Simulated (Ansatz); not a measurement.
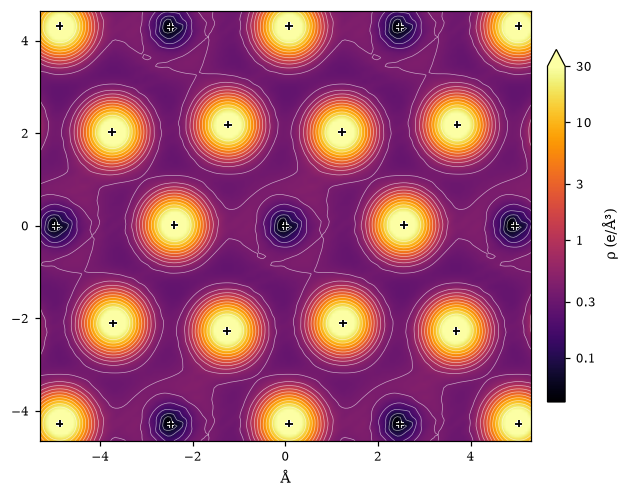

The valence charge density (pseudo) on a plane through atoms (crosses mark nuclei in the plane).

The calculation used Ansatz, DFT PBE, scalar-relativistic, plane waves, PAW.

Candidates:
A. SiNi₃, a = 4.96 Å, b = 4.96 Å, c = 4.96 Å, α = 60.00°, β = 60.00°, γ = 60.00°. Space group P1; changed on purpose from its base cell (all atoms moved at random, sigma 0.05 A a component); not relaxed (largest force 1.7 eV/Å); computed without spin polarisation.
B. Au, a = 2.94 Å, b = 2.94 Å, c = 4.07 Å, α = 90.00°, β = 90.00°, γ = 90.00°. Space group I4/mmm; a structure from a database of computed crystals, not necessarily the ambient phase; changed on purpose from its base cell (strain along c alone, the other axes held, atoms relaxed: -2.0 %); computed pressure about 3 GPa in this cell.
C. Ti, a = 4.11 Å, b = 4.11 Å, c = 4.11 Å, α = 90.00°, β = 90.00°, γ = 90.00°. Space group Fm-3m; computed without spin polarisation.

**Which system is this?**

Candidate A: SiNi₃ on the (111) plane of the conventional cell, which holds Si and Ni. Si–Ni (2.36 Å): ρ is about 0.42 e/Å³ halfway. Ni–Ni (2.42 Å): ρ at the midpoint is about 0.37 e/Å³.
